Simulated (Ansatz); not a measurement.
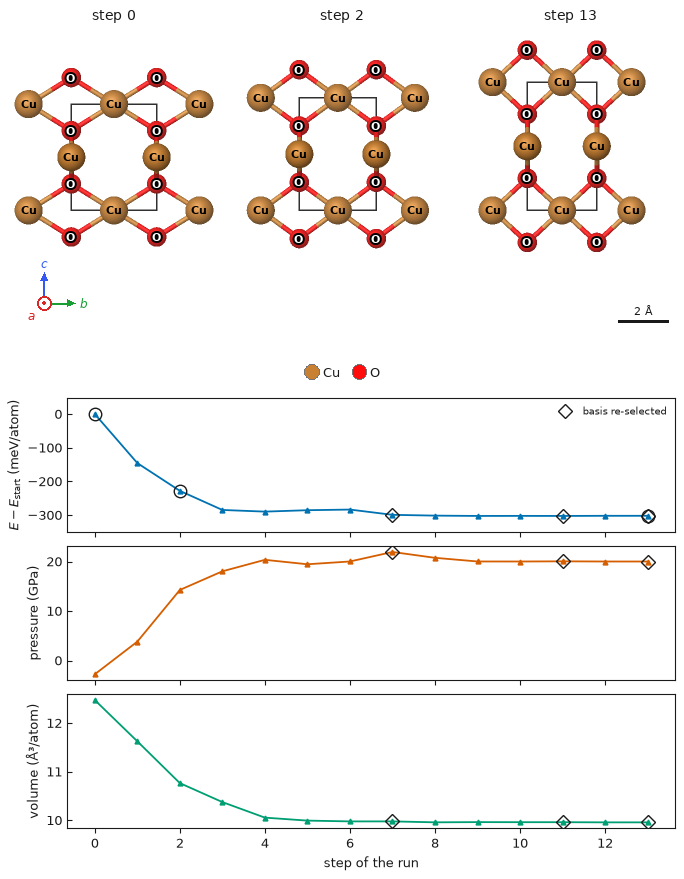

Frames of a relaxation of crystalline CuO (a generated structure, set up in P4_2/mmc), marked on the history of the run. Style: ball-and-stick. Shown: the cell of the calculation, along the a axis.

The run lets cell and atoms move.

Computed with Kohn-Sham DFT of a periodic cell, PBE, Ansatz PAW in Ansatz.

Input file:
```yaml
crystal:
  lattice:
    - [3.42205097, 0.0, 0.0]
    - [0.0, 3.42205097, 0.0]
    - [0.0, 0.0, 4.26046148]
  atoms:
    - { symbol: Cu, position: [0.0, 0.5, 0.0] }
    - { symbol: Cu, position: [0.5, 0.0, 0.5] }
    - { symbol: O, position: [0.0, 0.0, 0.25] }
    - { symbol: O, position: [0.0, 0.0, 0.75] }
hamiltonian:
  xc: pbe
  pseudopotentials: { kind: paw }
kpoints:
  mp_grid: { grid: [8, 8, 6] }
scf:
  occupations: { method: fermi_dirac, width: 0.05 }
output:
  forces: true
  stress: true
  eigenvalues: true
relax:
  f_tol: 0.01
  max_steps: 40
  cell: { stress_tol: 0.05, p_target: 20.0 }
```

Run as
```bash
ansatz run input.yaml --threads 2 --pin off --max-ram 5632MiB --backend cpu --events-out ev --progress --plain --runs-dir out
```

**What happens along the run?**

Over 10 accepted moves (13 points after the start) the energy falls by 302 meV per atom. With the target pressure of 20 GPa, the enthalpy E + pV changes by −616 meV per atom. All forces vanish by symmetry, so only the cell relaxes. The pressure goes from −2.77 to 20.00 GPa. At 3 points the geometry stayed and the basis and grid were re-selected for the new cell (energy shift of 15.6 meV per atom at most each time). The atoms keep their places relative to the cell (all moves are under 0.005 Å). The drawn cell changes as follows: a = b 3.422 → 2.784 Å (−18.7 %), c 4.260 → 5.139 Å (+20.6 %); the volume changes by −20.2 %. Some distances before and after: Cu–O 2.015 → 1.894 Å. Bond angles that change, for instance: O–Cu–O 63.8° → 85.4°, O–Cu–O 116.2° → 94.6°, Cu–O–Cu 116.2° → 94.6°. The space group stays P4_2/mmc (No. 131). Cost: 26 s on 2 threads of Arm Neoverse V2, with other jobs on the host, peak memory 0.32 GiB. From step 0 to 2: volume −13.7 %, energy −228 meV per atom. From step 2 to 13: volume −7.5 %, energy −74.1 meV per atom.
